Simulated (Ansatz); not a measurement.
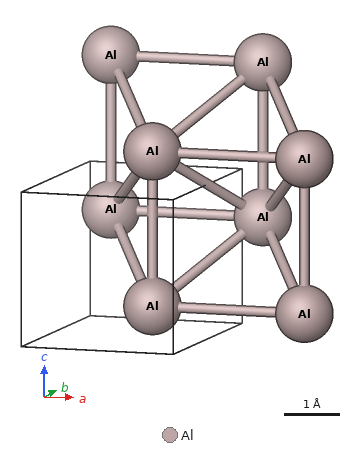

Crystalline Al (a generated structure, set up in Immm), before the relaxation. The picture is a ball-and-stick view of the cell of the calculation, repeated 2 × 1 × 2 with one cell outlined, seen slightly off an axis.

Case: Sb → Al on all its sites, cell and atoms relaxed.

Computed with Ansatz 0.2.0, DFT PBE, scalar-relativistic, plane waves, PAW.

Input
```yaml
crystal:
  lattice:
    - [2.9216698272, 0.0, 0.0135018172]
    - [0.0, 3.9673850912, 0.0]
    - [-0.0131028517, 0.0, 2.8524512088]
  atoms:
    - { symbol: Al, position: [1.2500248817, 0.75, 0.750008696] }
    - { symbol: Al, position: [-0.2500248817, 0.25, 0.249991304] }
basis:
  ecutwfc: 420
kpoints:
  mp_grid: { grid: [14, 10, 14] }
hamiltonian:
  xc: pbe
scf:
  occupations: { method: gaussian, width: 0.1 }
output:
  forces: true
  stress: true
  eigenvalues: true
relax:
  adjacent_minimum: "off"
  f_tol: 0.01
  max_steps: 60
  cell: { stress_tol: 0.1 }
```

Command:
```bash
ansatz run input.yaml --threads 1 --pin off --max-ram 1331MiB --backend cpu --events-out ev --progress --plain --runs-dir out
```

Q: What does the optimiser find from here?

A: Over 3 accepted moves (5 points after the start) the energy falls by 1.7 meV per cell of the calculation. The largest force component goes from 0.0003 to 0.00011 eV/Å. The pressure goes from −0.19 to 0.02 GPa. The line search rejected the trial step at point 2 of the run. At 1 point the geometry stayed and the basis and grid were re-selected for the new cell (energy shift of less than 0.05 meV per cell of the calculation at most each time). No atom moves by more than 0.005 Å relative to the cell. The volume changes by −0.3 %, with a 2.922 → 2.890 Å (−1.1 %), b 3.967 → 3.947 Å (−0.5 %), c 2.852 → 2.889 Å (+1.3 %). Near-neighbour distances that change, for instance: Al1–Al1 2.852 → 2.889 Å, Al1–Al1 (another image) 2.922 → 2.890 Å, Al1–Al2 2.847 → 2.841 Å. The space group (tolerance 0.01 Å) goes from Immm (No. 71) to I4/mmm (No. 139).

Step by step:

```csv
step,"E − E(0), meV/atom","largest force component, eV/Å","pressure, GPa","volume, Å³/atom",note
0,0.00,0.0003,-0.19,16.532,
1,-0.45,0.0001,0.05,16.479,
2,-0.14,0.0003,0.02,16.487,rejected
3,-0.83,0.0001,0.19,16.445,
4,-0.85,0.0001,0.02,16.481,
5,-0.85,0.0001,0.02,16.481,"same geometry, new basis"
```

The end point in the same view:

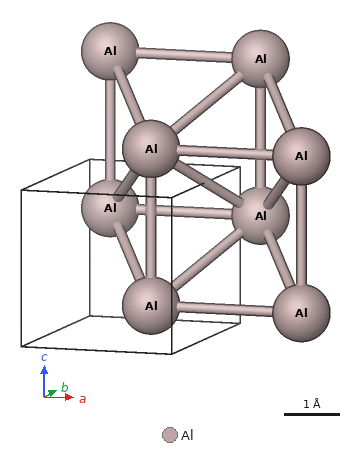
